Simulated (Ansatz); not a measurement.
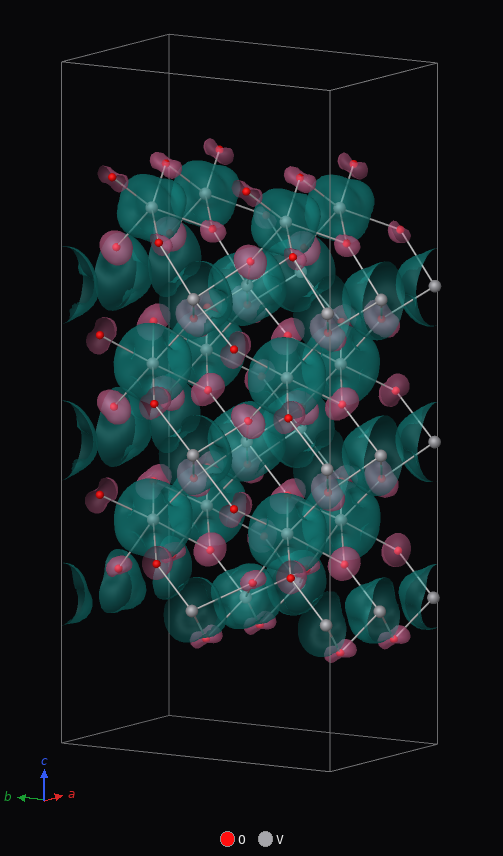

Figure 1: VO2 (slab). Isosurfaces of the spin density at +0.04 (teal) and −0.04 e/Å³ (pink), seen at an oblique angle. Sticks mark near contacts.

Spin-polarised.

Method: Ansatz, DFT PBE, scalar-relativistic, plane waves, PAW.

Question: Where is the spin, and how is it ordered?

Answer: The spin density sits on V: +1.0 μB (×4) and +0.5 μB (×2) in one cell of 18 atoms, with smaller moments on other sites: O (up to −0.05 μB): parallel main moments (a ferromagnetic arrangement) in this solution. The cell of the calculation (18 atoms) carries 6.0 μB of net spin moment.
